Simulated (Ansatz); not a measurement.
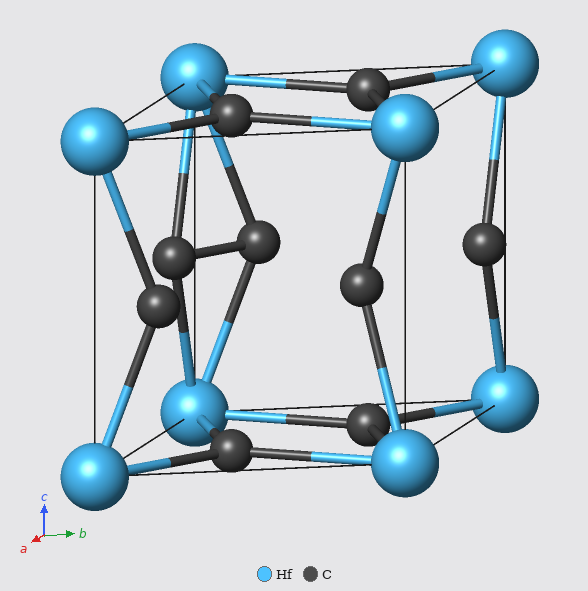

The image is a ball-and-stick drawing of a crystal, viewed slightly off an axis. One conventional unit cell is framed, with atoms on its boundary repeated. Cell: a = 4.08 Å, b = 4.08 Å, c = 4.42 Å, α = 90.00°, β = 90.00°, γ = 120.00°.

Origin of the cell: a structure type filled with these elements by a generator (whether the compound takes this form wasn't checked). Earlier steps of the study may have refined or changed the cell and positions. A calculation with Ansatz used it as input.

**Explain the picture.**

The formula is HfC5. It belongs to space group P-62m (No. 189) and has a primitive hexagonal lattice. Cell content: 1 Hf, 5 C, that is 1 formula unit. Hf is coordinated by twelve C at about 2.4 Å. C takes two kinds of site: 3g with two Hf and two C (about 2.4 Å to Hf, 1.5 Å to C); 2c with three Hf in a trigonal planar arrangement at about 2.4 Å. The bonds build a three-dimensional framework.

The numbers come from DFT PBE, scalar-relativistic, plane waves, PAW in Ansatz 0.2.0, using a 420 eV plane-wave basis, Brillouin-zone sampling on a 12×12×8 mesh, Gaussian smearing of 0.1 eV, no spin polarisation.

**What does the calculation say: metal or gapped?**

A metal: bands cross the Fermi level.

**Predict the Bader charges.**

Hf +2.00 e; C -0.52 to -0.32 e.

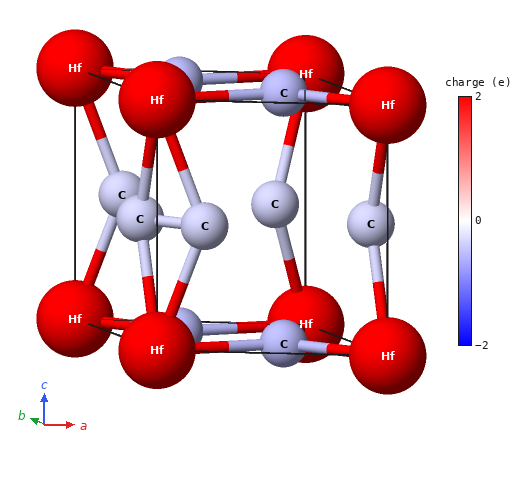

The atoms coloured by those charges. The run's cell of 6 atoms is drawn.

**Is the structure in equilibrium?**

Yes. All forces vanish to within 0.01 eV/Å. The pressure is 0.0 GPa, close to zero.
